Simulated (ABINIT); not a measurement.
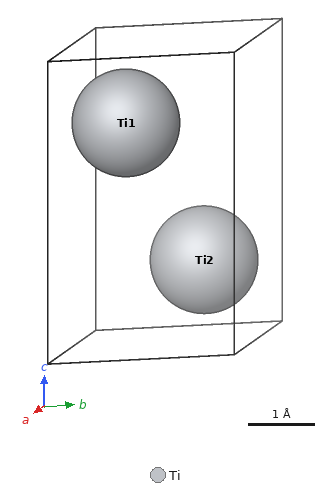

The structure (spheres-only view of the cell of the calculation, seen slightly off an axis; atoms are numbered from 1 in the order of the input).

## Single-point calculation of Ti

- system: Ti (P6₃/mmc, 2 atoms in the cell)
- method: Kohn-Sham DFT of a periodic cell, r2SCAN, JTH PAW PBE v2.0, no spin polarisation (ABINIT 10.8.3)

The structure derives from an entry of the Crystallography Open Database.

Input:
```
pp_dirpath "./"
pseudos "Ti.GGA_PBE-JTH.xml"

acell 3*1.0
rprim
     5.5746920676     0.0000000000     0.0000000000
    -2.7873460338     4.8278249489     0.0000000000
     0.0000000000     0.0000000000     8.8439182632
ntypat 1
znucl 22
natom 2
typat 1 1
xred
     0.6666666667     0.3333333333     0.7500000000
     0.3333333333     0.6666666667     0.2500000000

ecut 18.0
pawecutdg 36.0

kptopt 1
ngkpt 13 13 8
nshiftk 1
shiftk 0.0 0.0 0.0

ixc -497498
usekden 1
pawxcdev 0

nband 16
occopt 3
tsmear 0.00183747

nstep 100
tolvrs 1.0e-7

iomode 3
prtwf 0
prteig 0
prtebands 0
enunit 1
prtden 1
prtvha 1
prtvclmb 1
prtpot 1
```

Run on 1 thread of Arm Neoverse V1, 24 GiB of memory available, shared host.

Launched with:
```bash
abinit run.abi > log 2>&1
```

The program's output:
```
.Version 10.8.3 of ABINIT
 Symmetries : space group P6_3/m m c (#194); Bravais hP (primitive hexag.)
================================================================================
 Values of the parameters that define the memory need of the present run
     intxc =       0    ionmov =       0      iscf =      17    lmnmax =      18
     lnmax =       6     mgfft =      36  mpssoang =       3    mqgrid =    3001
     natom =       2  nloc_mem =       2    nspden =       1   nspinor =       1
    nsppol =       1      nsym =      24    n1xccc =       1    ntypat =       1
    occopt =       3   xclevel =       2
       mpw =         887          nfft =       20736          nkpt =         105
 PAW method is used; the additional fine FFT grid is defined by:
   mgfftf=        48    nfftf =     49152
================================================================================
================================================================================

--------------------------------------------------------------------------------
------------- Echo of variables that govern the present computation ------------
--------------------------------------------------------------------------------
 -outvars: echo values of preprocessed input variables --------
            acell      1.0000000000E+00  1.0000000000E+00  1.0000000000E+00 Bohr
              amu      4.78800000E+01
             ecut      1.80000000E+01 Hartree
           enunit           1
                       outvar_i_n : Printing only first  50 k-points.
              ixc     -497498
                       outvar_i_n : Printing only first  50 k-points.
         kptrlatt       13    0    0      0   13    0      0    0    8
          kptrlen      7.07513461E+01
            natom           2
            nband          16
            ngfft          24      24      36
          ngfftdg          32      32      48
             nkpt         105
            nstep         100
             nsym          24
           ntypat           1
                       prtocc : prtvol=0, do not print more k-points.
           occopt           3
        pawecutdg      3.60000000E+01 Hartree
         pawxcdev           0
        prtebands           0
           prteig           0
          prtkden           1
           prtpot           1
         prtvclmb           1
           prtvha           1
            prtwf           0
            rprim      5.5746920676E+00  0.0000000000E+00  0.0000000000E+00
                      -2.7873460338E+00  4.8278249489E+00  0.0000000000E+00
                       0.0000000000E+00  0.0000000000E+00  8.8439182632E+00
          spgroup         194
           tolvrs      1.00000000E-07
           tsmear      1.83747000E-03 Hartree
            typat      1  1
          usekden           1
           useylm           1
                       outvars : Printing only first  50 k-points.
           xangst      1.4749999990E+00  8.5159164648E-01  3.5099999976E+00
                      -2.9598923428E-17  1.7031832930E+00  1.1699999992E+00
            xcart      2.7873460338E+00  1.6092749830E+00  6.6329386974E+00
                      -5.5933858900E-17  3.2185499659E+00  2.2109795658E+00
             xred      6.6666666667E-01  3.3333333333E-01  7.5000000000E-01
                       3.3333333333E-01  6.6666666667E-01  2.5000000000E-01
            znucl       22.00000

================================================================================

 chkinp: Checking input parameters for consistency.

================================================================================
== DATASET  1 ==================================================================

--- !DatasetInfo
iteration_state: {dtset: 1, }
dimensions: {natom: 2, nkpt: 105, mband: 16, nsppol: 1, nspinor: 1, nspden: 1, mpw: 887, }
cutoff_energies: {ecut:  18.0, pawecutdg:  36.0, }
electrons: {nelect:   2.40000000E+01, charge:   0.00000000E+00, occopt:   3.00000000E+00, tsmear:   1.83747000E-03, }
meta: {optdriver: 0, ionmov: 0, optcell: 0, iscf: 17, paral_kgb: 0, }
...

 Real(R)+Recip(G) space primitive vectors, cartesian coordinates (Bohr,Bohr^-1):
 R(1)=  5.5746921  0.0000000  0.0000000  G(1)=  0.1793821  0.1035663  0.0000000
 R(2)= -2.7873460  4.8278249  0.0000000  G(2)=  0.0000000  0.2071326  0.0000000
 R(3)=  0.0000000  0.0000000  8.8439183  G(3)=  0.0000000  0.0000000  0.1130721
 Unit cell volume ucvol=  2.3802201E+02 bohr^3
 Angles (23,13,12)=  9.00000000E+01  9.00000000E+01  1.20000000E+02 degrees

 Coarse grid specifications (used for wave-functions):

 getcut: wavevector=  0.0000  0.0000  0.0000  ngfft=  24  24  36
         ecut(hartree)=     18.000   => boxcut(ratio)=   2.13136

 Fine grid specifications (used for densities):

 getcut: wavevector=  0.0000  0.0000  0.0000  ngfft=  32  32  48
         ecut(hartree)=     36.000   => boxcut(ratio)=   2.00946

--- Pseudopotential description ------------------------------------------------
- pspini: atom type   1  psp file is ./Ti.GGA_PBE-JTH.xml
 Pseudopotential format is: paw10
 basis_size (lnmax)=  6 (lmn_size= 18), orbitals=   0   0   1   1   2   2
 Spheres core radius: rc_sph= 2.30802695
 Shapefunction is BESSEL type: shapef(r,l)=aa(1,l)*jl(q(1,l)*r)+aa(2,l)*jl(q(2,l)*r)
 Radius for shape functions =  2.01037111
 Compensation charge density is not taken into account in XC energy/potential

   1.22378552E+03                                ecore*ucvol(ha*bohr**3)
--------------------------------------------------------------------------------

================================================================================

--- !BeginCycle
iteration_state: {dtset: 1, }
solver: {iscf: 17, nstep: 100, nline: 4, wfoptalg: 10, }
tolerances: {tolvrs: 1.00E-07, }
...

     iter   Etot(hartree)      deltaE(h)  residm     nres2
 ETOT  1  -108.66080161142    -1.087E+02 1.204E+01 7.385E+00
 ETOT  2  -110.29346515156    -1.633E+00 2.312E-01 3.234E+00
 ETOT  3  -110.30597797159    -1.251E-02 6.658E-02 4.828E-01
 ETOT  4  -110.30594884559     2.913E-05 2.248E-02 4.290E-02
 ETOT  5  -110.30633234450    -3.835E-04 1.212E-02 2.159E-02
 ETOT  6  -110.30626091908     7.143E-05 1.167E-02 3.397E-03
 ETOT  7  -110.30625321974     7.699E-06 4.273E-03 4.071E-04
 ETOT  8  -110.30625214012     1.080E-06 3.872E-03 3.560E-06
 ETOT  9  -110.30625222803    -8.791E-08 4.085E-03 1.604E-06
 ETOT 10  -110.30625222441     3.618E-09 1.501E-03 1.381E-07
 ETOT 11  -110.30625222499    -5.752E-10 2.716E-03 2.736E-09

 At SCF step   11       nres2   =  2.74E-09 < tolvrs=  1.00E-07 =>converged.

Result for kinetic energy density :

--------------------------------------------------------------------------------
 Total kinetic energy density [Ha/Bohr^3]
)     Maximum=    1.1910E+00  at reduced coord.    0.6875    0.3438    0.7500
)     Minimum=    3.1315E-03  at reduced coord.    0.0000    0.0000    0.0000
   Integrated=    1.5389E+01
--------------------------------------------------------------------------------

 Cartesian components of stress tensor (hartree/bohr^3)
  sigma(1 1)=  8.17681843E-05  sigma(3 2)=  0.00000000E+00
  sigma(2 2)=  8.17681835E-05  sigma(3 1)=  0.00000000E+00
  sigma(3 3)=  1.28923478E-04  sigma(2 1)=  0.00000000E+00

--- !ResultsGS
iteration_state: {dtset: 1, }
comment   : Summary of ground state results
lattice_vectors:
- [  5.5746921,   0.0000000,   0.0000000, ]
- [ -2.7873460,   4.8278249,   0.0000000, ]
- [  0.0000000,   0.0000000,   8.8439183, ]
lattice_lengths: [   5.57469,    5.57469,    8.84392, ]
lattice_angles: [ 90.000,  90.000, 120.000, ] # degrees, (23, 13, 12)
lattice_volume:   2.3802201E+02
convergence: {deltae: -5.752E-10, res2:  2.736E-09, residm:  2.716E-03, diffor: null, }
etotal    :  -1.10306252E+02
entropy   :   0.00000000E+00
fermie    :   2.79887623E-01
cartesian_stress_tensor: # hartree/bohr^3
- [  8.17681843E-05,   0.00000000E+00,   0.00000000E+00, ]
- [  0.00000000E+00,   8.17681835E-05,   0.00000000E+00, ]
- [  0.00000000E+00,   0.00000000E+00,   1.28923478E-04, ]
pressure_GPa:  -2.8682E+00
xred      :
- [  6.6667E-01,   3.3333E-01,   7.5000E-01, Ti]
- [  3.3333E-01,   6.6667E-01,   2.5000E-01, Ti]
cartesian_forces: # hartree/bohr
- [  3.86409895E-28,  -1.11546929E-27,  -0.00000000E+00, ]
- [ -3.86409895E-28,   1.11546929E-27,  -0.00000000E+00, ]
force_length_stats: {min:   1.18050173E-27, max:   1.18050173E-27, mean:   1.18050173E-27, }
...

 Integrated electronic density in atomic spheres:
 ------------------------------------------------
 Atom  Sphere_radius  Integrated_density
    1        2.30803         10.11517902
    2        2.30803         10.11517902

================================================================================

 ----iterations are completed or convergence reached----

 Mean square residual over all n,k,spin=   45.997E-07; max=  27.163E-04
 reduced coordinates (array xred) for    2 atoms
       0.666666666667      0.333333333333      0.750000000000
       0.333333333333      0.666666666667      0.250000000000
 rms dE/dt=  4.1248E-27; max dE/dt=  6.4623E-27; dE/dt below (all hartree)
    1      -0.000000000000      0.000000000000      0.000000000000
    2       0.000000000000     -0.000000000000      0.000000000000

 cartesian coordinates (angstrom) at end:
    1      1.47499999898717     0.85159164648454     3.50999999759949
    2     -0.00000000000000     1.70318329296909     1.16999999919983

 cartesian forces (hartree/bohr) at end:
    1      0.00000000000000    -0.00000000000000    -0.00000000000000
    2     -0.00000000000000     0.00000000000000    -0.00000000000000
 frms,max,avg= 6.8156299E-28 1.1154693E-27   0.000E+00  0.000E+00  0.000E+00 h/b

 cartesian forces (eV/Angstrom) at end:
    1      0.00000000000000    -0.00000000000000    -0.00000000000000
    2     -0.00000000000000     0.00000000000000    -0.00000000000000
 frms,max,avg= 3.5047378E-26 5.7359737E-26   0.000E+00  0.000E+00  0.000E+00 e/A
 length scales=  1.000000000000  1.000000000000  1.000000000000 bohr
              =  0.529177210544  0.529177210544  0.529177210544 angstroms
 Fermi (or HOMO) energy (eV) =   7.61613   Average Vxc (eV)= -11.65814
 Eigenvalues (   eV  ) for nkpt= 105  k points:
 kpt#   1, nband= 16, wtk=  0.00074, kpt=  0.0000  0.0000  0.0000 (reduced coord)
 -51.69277  -51.56084  -27.21967  -26.58749  -26.58749  -26.52277  -26.49044  -26.49044
   1.00807    4.77564    8.15231    8.45422    8.45430    8.54069    8.96852    9.37002
 prteigrs : prtvol=0 or 1, do not print more k-points.

--- !EnergyTerms
iteration_state     : {dtset: 1, }
comment             : Components of total free energy in Hartree
kinetic             :  1.53889611449156E+01
hartree             :  2.30130725092112E+01
xc                  : -6.02121225505295E+00
Ewald energy        : -8.45410389958568E+01
psp_core            :  5.14148048853340E+00
local_psp           : -6.94001686232745E+01
PAW spherical_terms :  6.11314571840340E+00
internal            : -1.10305760013121E+02
'-kT*entropy'       : -5.03584054606076E-04
total_energy        : -1.10306263597175E+02
total_energy_eV     : -3.00158634409373E+03
...

--- !EnergyTermsDC
iteration_state     : {dtset: 1, }
comment             : '"Double-counting" decomposition of free energy'
band_energy         : -1.76926592894986E+01
Ewald energy        : -8.45410389958568E+01
psp_core            :  5.14148048853340E+00
xc_dc               : -2.18654529438682E+01
PAW spherical_terms :  8.65192209975464E+00
internal            : -1.10305748640935E+02
'-kT*entropy'       : -5.03584054606076E-04
total_energy_dc     : -1.10306252224990E+02
total_energy_dc_eV  : -3.00158603464081E+03
...

--- !EnergyTermsWithPAWCore
iteration_state     : {dtset: 1, }
comment             : 'Components of total free energy, including PAW core contributions'
Total energy        : -1.70796715485115E+03
Total energy DC     : -1.70796714347897E+03
Total energy (eV)   : -4.64761539461040E+04
Total energy DC (eV): -4.64761536366510E+04
...

 Cartesian components of stress tensor (hartree/bohr^3)
  sigma(1 1)=  8.17681843E-05  sigma(3 2)=  0.00000000E+00
  sigma(2 2)=  8.17681835E-05  sigma(3 1)=  0.00000000E+00
  sigma(3 3)=  1.28923478E-04  sigma(2 1)=  0.00000000E+00

-Cartesian components of stress tensor (GPa)         [Pressure= -2.8682E+00 GPa]
- sigma(1 1)=  2.40570304E+00  sigma(3 2)=  0.00000000E+00
- sigma(2 2)=  2.40570302E+00  sigma(3 1)=  0.00000000E+00
- sigma(3 3)=  3.79305967E+00  sigma(2 1)=  0.00000000E+00

== END DATASET(S) ==============================================================
================================================================================

 -outvars: echo values of variables after computation  --------
            acell      1.0000000000E+00  1.0000000000E+00  1.0000000000E+00 Bohr
           etotal     -1.1030625222E+02
            fcart      3.8640989536E-28 -1.1154692855E-27 -0.0000000000E+00
                      -3.8640989536E-28  1.1154692855E-27 -0.0000000000E+00
            rprim      5.5746920676E+00  0.0000000000E+00  0.0000000000E+00
                      -2.7873460338E+00  4.8278249489E+00  0.0000000000E+00
                       0.0000000000E+00  0.0000000000E+00  8.8439182632E+00
           strten      8.1768184284E-05  8.1768183540E-05  1.2892347759E-04
                       0.0000000000E+00  0.0000000000E+00  0.0000000000E+00
           xangst      1.4749999990E+00  8.5159164648E-01  3.5099999976E+00
                      -2.9598923428E-17  1.7031832930E+00  1.1699999992E+00
             xred      6.6666666667E-01  3.3333333333E-01  7.5000000000E-01
                       3.3333333333E-01  6.6666666667E-01  2.5000000000E-01
 Calculation completed.
```

Summary:

| quantity | value |
| --- | --- |
| outcome | converged |
| space group (tolerance 0.01 Å) | P6₃/mmc (194) |
| electrons treated | 24 |
| free energy | −3001.5860 eV |
| Fermi energy | 7.616 eV |
| gap on the k-point mesh | none (metallic) |
| pressure | −2.87 GPa |
| largest force (length of the vector) | under 0.001 eV/Å |
| wall time | 2.7 min |
| peak memory | 0.16 GiB |
